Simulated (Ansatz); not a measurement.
Run report: NaF, single-point calculation

System: NaF (2 atoms in the cell).
Method: DFT, r2SCAN, PAW, plane waves (Ansatz 0.2.0).

The structure was built on a prototype by a generator.

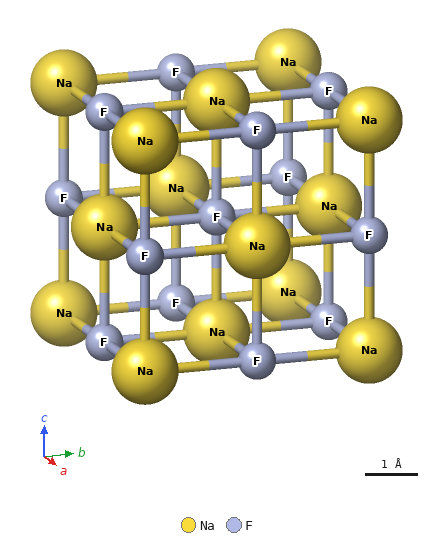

Fig. 1: The structure as given in the input (ball-and-stick view of the cell 4 times as large as that of the calculation, set on its symmetry axes, seen slightly off an axis). Near neighbours in the crystal (not all of them lie inside the picture): Na has 6 F at 2.31 to 2.32 Å; F has 6 Na at 2.31 to 2.32 Å.

Input file
```yaml
crystal:
  lattice:
    - [0.000000, 2.315000, 2.315000]
    - [2.315000, 0.000000, 2.315000]
    - [2.315000, 2.315000, 0.000000]
  atoms:
    - { symbol: Na, position: [0.000000, 0.000000, 0.000000] }
    - { symbol: F, position: [0.500000, 0.500000, 0.500000] }
kpoints:
  mp_grid: { grid: [9, 9, 9] }
  band_path: { path: [VBM, CBM], npoints: 2 }
hamiltonian:
  xc: r2scan
scf:
  occupations: { method: fermi_dirac, width: 0.01 }
output:
  forces: true
  eigenvalues: true
  populations: true
```

Log
```
Pseudopotentials: kind: paw
Functional definition: r2SCAN
  parameter k0 = 0.174
  parameter k1 = 0.065
  parameter a1 = 4.9479
  exchange = r2scan_x(k0 = k0, k1 = k1, a1 = a1)
  correlation = r2scan_c
Crystal: 2 atoms, lattice volume = 24.813 Å³
Basis set: ecut = 500 eV, 609 PW (Γ), exchange–correlation on 96×96×96 points (64 copies of the dense FFT grid, shifted against one another)
Bands: 12, of which v1, the nominal top of the filled ones, is band 8 counted from 1 (7 counted from 0)
Symmetry: 48 space group operations
Space group: Fm-3m (ITA 225), of the structure as read, at distance tolerance 2.9e-5 Å
k-points: 35 of 729
Non-local potential: Na, projectors of the file, l = 0: 3, l = 1: 2, l = 2: 1
Non-local potential: F, projectors of the file, l = 0: 2, l = 1: 2, l = 2: 1
PAW form: soft (Blöchl's): semilocal exchange-correlation on the pseudo side does not see the compensation charge
PAW frozen core: Na, regenerated for the run's functional (the file was generated under x = pbe(κ = 0.804, μ = 0.2195149727645171), c = pbe(β = 0.06672455060314922))
PAW frozen core: F, regenerated for the run's functional (the file was generated under x = pbe(κ = 0.804, μ = 0.2195149727645171), c = pbe(β = 0.06672455060314922))
PAW one-centre angular grid: Na, 302 points (default); XC on 339 of its mesh's 2595 points in the sphere
PAW one-centre angular grid: F, 302 points (default); XC on 160 Gauss nodes
Initial density: superposition of atomic densities (neutral atoms: chi_scale 0, normalization atom), corrected by the library's trained network
Initial wavefunctions: pseudopotential atomic-orbital guess
Functional: x = r2scan, c = r2scan; τ floored in thin density (d = 2e-4 eV/Å³)
SCF iter   1: F=—  HF=-2301.339470 eV  |F-HF|=—  |Δ(HF+E_count)|=         —  Δρ=9.64e-3  dr2=1.43e-2  dr2_τ=2.71e-2  ethr=1.77e-3  ⟨swp⟩=5.9  Hψ=2424  notcnv=0
preconditioner: auto → none  [insulator: Δε(μ)=7.368 eV  Ē_g=28.178 eV  σ=0.010 eV  W_gap=1.00  n_scr=8 (ndim 8)  ℏωp=27.9 eV  f_vac=0.108  D(μ)=0.00/eV (n_scr^D=0)  ε∞_Penn≈2.0]
SCF iter   2: F=—  HF=-2301.370539 eV  |F-HF|=—  |Δ(HF+E_count)|=   3.11e-2  Δρ=3.92e-3  dr2=1.00e-3  dr2_τ=4.79e-4  ethr=8.95e-5  ⟨swp⟩=3.0  Hψ=1228  notcnv=0
SCF iter   3: F=—  HF=-2301.370636 eV  |F-HF|=—  |Δ(HF+E_count)|=   9.75e-5  Δρ=1.15e-3  dr2=2.37e-4  dr2_τ=4.21e-5  ethr=6.27e-6  ⟨swp⟩=2.1  Hψ=807  notcnv=0
SCF iter   4: F=—  HF=-2301.370609 eV  |F-HF|=—  |Δ(HF+E_count)|=   2.72e-5  Δρ=5.20e-4  dr2=1.57e-5  dr2_τ=4.93e-6  ethr=1.48e-6  ⟨swp⟩=2.2  Hψ=655  notcnv=0
SCF iter   5: F=—  HF=-2301.370608 eV  |F-HF|=—  |Δ(HF+E_count)|=   1.20e-6  Δρ=3.43e-5  dr2=4.71e-8  dr2_τ=3.67e-8  ethr=9.83e-8  ⟨swp⟩=2.8  Hψ=657  notcnv=0
SCF iter   6: F=-2301.370608 eV  HF=-2301.370608 eV  |F-HF|=1.43e-9  |Δ(HF+E_count)|=   1.43e-7  Δρ=5.32e-6  dr2=2.64e-9  dr2_τ=5.77e-10  ethr=2.95e-10  ⟨swp⟩=2.0  Hψ=1455  notcnv=0
SCF 1 converged in 6 iterations: F = -2301.370608 eV  dr2 = 2.64e-9
  greatest PAW one-centre occupation: 1.000 electrons in one spin orbital (limit 2), on the Na atom at site 0 (counted from 0), in its partial waves of l = 0
```

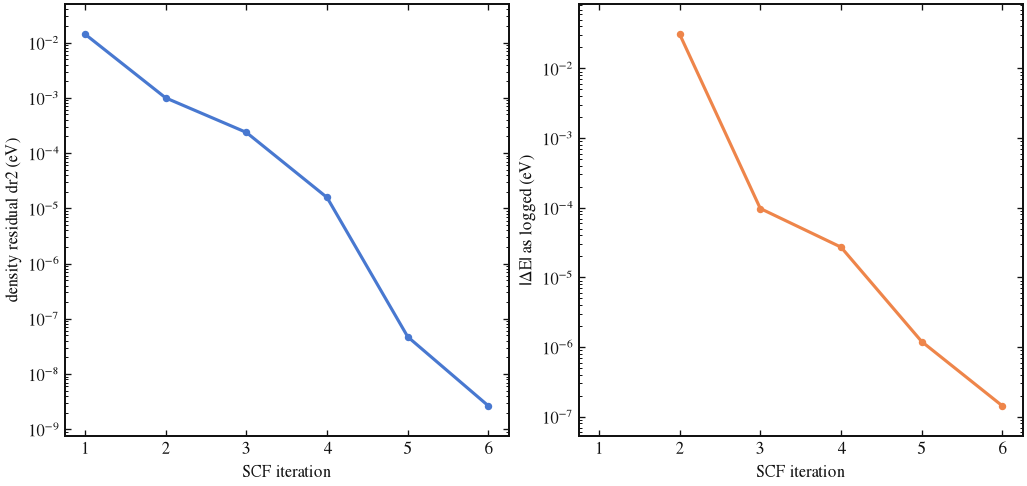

Fig. 2: Convergence of the self-consistent field: density residual dr2 and size of the energy change against the SCF iteration. The residual falls at every step.

```
NSCF: frozen V_eff on 16 k-points
NSCF: frozen V_eff on 16 k-points
NSCF: frozen V_eff on 5 k-points
NSCF: frozen V_eff on 2 k-points
NSCF: frozen V_eff on 2 k-points
NSCF: frozen V_eff on 2 k-points
NSCF: frozen V_eff on 2 k-points
NSCF: frozen V_eff on 2 k-points
NSCF: frozen V_eff on 3 k-points
SCF converged after 6 iterations
Free energy (F): -2301.370608 eV
Harris-Foulkes:  -2301.370608 eV  (|F-HF|=1.43e-9)
Internal energy: -2301.370608 eV  (E = F + TS)
E sigma→0 (E₀):  -2301.370608 eV
Fermi energy:    3.985239 eV
--- Per-component energies (eV) ---
  E_band       = -252.061352
  E_kinetic    = 330.690663
  E_local      = -1695.188267  (includes V_loc(G=0)·N_el)
  E_nonlocal   = 188.782015
  E_hartree    = 602.721719
  E_xc         = -117.303693
  E_vxc        = -173.521969  (∫ρ·V_xc dr)
  E_paw        = -470.647863  (= ΣΔE_a)
  E_vpaw       = -122.032060  (= ΣTr[D̂ρ^β])
  E_aug_tail   = 0.001070  (compensation charges beyond the density's cutoff)
  E_vtau       = 13.765573  (kinetic-family band-sum trace: ∫τ·v_τ [+ j·A + Jᵃ·Aᵃ] dr)
  E_ewald      = -1140.368592
  E_core_change = -0.057659  (= ΣΔE_core)
  E_smearing   = -0.000000  (= −TS)
  E_closure    = 0.000000  (closes the sum)
  Σ components = -2301.370608   (vs F -2301.370608, Δ=0.00e0)
--- Forces (eV/Å), atoms counted from 1 ---
  atom   1  Na    -0.00000000     0.00000000    -0.00000000
  atom   2  F      0.00000000     0.00000000    -0.00000000
  max |Σ_I F_I| component: 2.93e-29 eV/Å
--- Band table (eV; the first three rows and the last of 35) ---
  k-point 0: bands = ["-48.6086", "-19.8910", "-18.9789", "-18.9789", "-18.9789", "0.4040", "0.4040", "0.4040", "7.5530", "20.4915", "20.4915", "20.4915"]
  k-point 1: bands = ["-48.6073", "-19.9495", "-18.9802", "-18.9802", "-18.9060", "0.1760", "0.3736", "0.3736", "7.9883", "18.8728", "20.6951", "20.6951"]
  k-point 2: bands = ["-48.6037", "-20.0694", "-18.9834", "-18.9834", "-18.7492", "-0.3308", "0.2974", "0.2974", "9.0925", "16.9176", "21.1959", "21.1959"]
  k-point 34: bands = ["-48.5932", "-19.9163", "-19.0625", "-19.0620", "-18.7535", "-0.5846", "-0.3715", "-0.1071", "14.1190", "14.5507", "17.1668", "18.8537"]
--- Löwdin populations: 2 sites ---
  site symbol       q [e]
     0     Na      8.1926
     1      F      7.7640
  spilling = 0.002710 (of n_electrons = 16.000000)
```

Key numbers

- outcome: converged
- space group (tolerance 0.01 Å): Fm-3m (225)
- electrons treated: 16
- free energy: −2301.3706 eV
- Fermi energy: 3.985 eV
- largest force (length of the vector): under 0.001 eV/Å
- hardware: 7 threads of Arm Neoverse-V2, shared host
- wall time: 0.7 s (CPU time 2.6 s)
- peak memory: 0.48 GiB
